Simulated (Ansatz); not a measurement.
# Calculations on AlNi3

Part 1: Relaxation

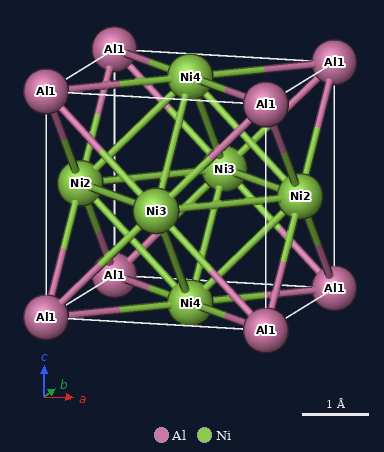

Starting structure of a crystal of AlNi3 (set up in Pm-3m). A ball-and-stick model of the cell of the calculation, seen slightly off an axis.

Theory: DFT PBE, scalar-relativistic, plane waves, PAW in Ansatz 0.2.0.

Input file:
```yaml
crystal:
  lattice:
    - [3.5230547267, 0.0, 0.0]
    - [0.0, 3.5230547267, 0.0]
    - [0.0, 0.0, 3.5230547267]
  atoms:
    - { symbol: Al, position: [0.0, 0.0, 0.0] }
    - { symbol: Ni, position: [0.0, 0.5, 0.5], spin: 0.3 }
    - { symbol: Ni, position: [0.5, 0.0, 0.5], spin: 0.3 }
    - { symbol: Ni, position: [0.5, 0.5, 0.0], spin: 0.3 }
basis:
  ecutwfc: 420
kpoints:
  mp_grid: { grid: [12, 12, 12] }
hamiltonian:
  xc: pbe
scf:
  occupations: { method: gaussian, width: 0.1 }
output:
  forces: true
  stress: true
  eigenvalues: true
  populations: true
  write_density: true
  write_potential: true
  elf: true
  volumetric_format: npy
magnetization:
  spin_polarized: true
relax:
  adjacent_minimum: "off"
  f_tol: 0.005
  max_steps: 80
  cell: { stress_tol: 0.05 }
```

Run as
```bash
ansatz run input.yaml --threads 1 --pin off --max-ram 2560MiB --backend cpu --events-out ev --progress --plain --runs-dir out
```

Q: Predict the outcome.

A: The energy falls by 9.1 meV per atom in 3 accepted moves (4 points after the start). All forces vanish by symmetry, so only the cell relaxes. The pressure goes from 7.32 to 0.00 GPa. At 1 point the geometry stayed and the basis and grid were re-selected for the new cell (energy shift of 0.1 meV per atom at most each time). No atom moves by more than 0.005 Å relative to the cell. The volume changes by +3.8 %, with a = b = c 3.523 → 3.567 Å (+1.2 %). Near-neighbour distances that change, for instance: Ni2–Ni3 2.491 → 2.522 Å, Al1–Ni2 2.491 → 2.522 Å. The space group stays Pm-3m (No. 221).

After the run, drawn alike:

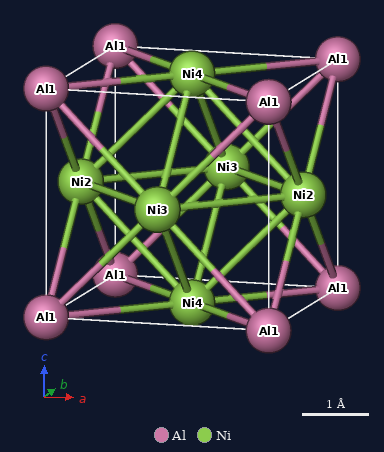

Part 2: Relaxation

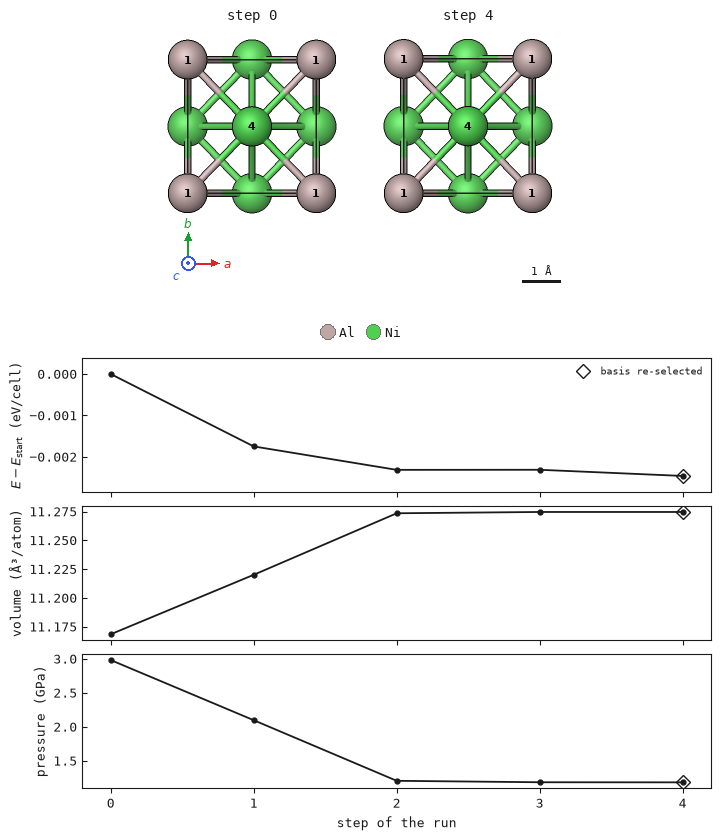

First and last geometry of a relaxation of a crystal of AlNi$_{3}$ (set up in P4/mmm), with the history of the run. The picture is a ball-and-stick view of the cell of the calculation, seen along the c axis.

Case: uniaxial strain along a of -3.0 %; b, c and atoms relaxed.

Level of theory: Ansatz 0.2.0, DFT PBE, scalar-relativistic, plane waves, PAW. Set-up: plane-wave cutoff 420 eV; k-point mesh 14 × 14 × 14; occupations gaussian; smearing width 0.1 eV; collinear spin; cell relaxed at fixed a, angles; force threshold 0.008 eV/Å; at most 40 steps.

**Read the history and describe the run.**

It converged. No atom moves by more than 0.005 Å relative to the cell. Cell: a unchanged at 3.460 Å, b = c 3.593 → 3.610 Å (+0.5 %). Volume +1.0 %. Among the contacts that change: Ni–Ni 2.541 → 2.553 Å, Al–Ni 2.541 → 2.553 Å, Al–Ni 2.494 → 2.500 Å, Ni–Ni 2.494 → 2.500 Å. The space group stays P4/mmm (No. 123). Over 3 accepted moves (4 points after the start) the energy falls by 2.5 meV per cell of the calculation. All forces vanish by symmetry, so only the cell relaxes. Pressure: 2.98 GPa at the start and 1.18 GPa at the end. At 1 point the geometry stayed and the basis and grid were re-selected for the new cell (energy shift of 0.1 meV per cell of the calculation at most each time).

```json
{"step": "0", "E − E(0), meV/atom": "0.00", "pressure, GPa": "2.98", "volume, Å³/atom": "11.168", "note": ""}
{"step": "1", "E − E(0), meV/atom": "-0.44", "pressure, GPa": "2.10", "volume, Å³/atom": "11.220", "note": ""}
{"step": "2", "E − E(0), meV/atom": "-0.58", "pressure, GPa": "1.21", "volume, Å³/atom": "11.274", "note": ""}
{"step": "3", "E − E(0), meV/atom": "-0.58", "pressure, GPa": "1.19", "volume, Å³/atom": "11.275", "note": ""}
{"step": "4", "E − E(0), meV/atom": "-0.61", "pressure, GPa": "1.18", "volume, Å³/atom": "11.275", "note": "same geometry, new basis"}
```

Part 3: Series

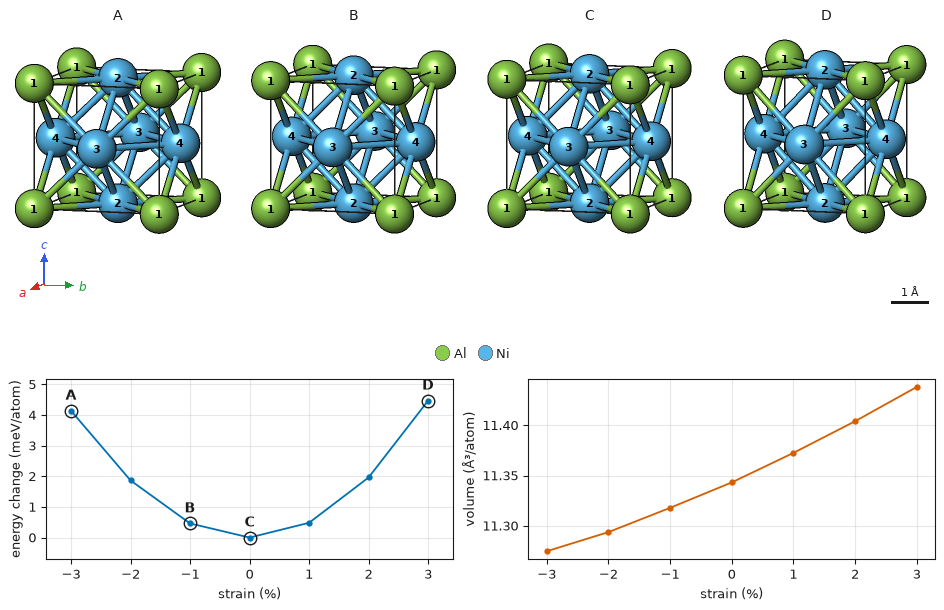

Members of a series of calculations on crystalline AlNi3 (set up in Pm-3m), marked on the first curve. A ball-and-stick model of the cell of the calculation, reduced to other axes, seen slightly off an axis. Lengths and directions refer to the drawn axes.

Theory: Ansatz, DFT PBE, scalar-relativistic, plane waves, PAW. (plane-wave cutoff 420 eV; k-point mesh 14 × 14 × 14; occupations gaussian; smearing width 0.1 eV; collinear spin)

**Which kind of strain is it, and how does the structure respond?**

Uniaxial strain along a; b, c and atoms relaxed. A (strain −3.0 %): energy change 4.1 meV/atom, volume 11.27 Å³ per atom. B (strain −1.0 %): energy change 0.5 meV/atom, volume 11.32 Å³ per atom. C (strain 0.0 %): energy change 0.0 meV/atom, volume 11.34 Å³ per atom. D (strain 3.0 %): energy change 4.5 meV/atom, volume 11.44 Å³ per atom. The rest compares A with D. The volume changes by +1.4 %, with a = b 3.610 → 3.529 Å (−2.3 %), c 3.460 → 3.674 Å (+6.2 %). Near-neighbour distances before and after: Ni–Ni 2.553 → 2.495 Å, Al–Ni 2.553 → 2.495 Å, Al–Ni 2.500 → 2.547 Å.
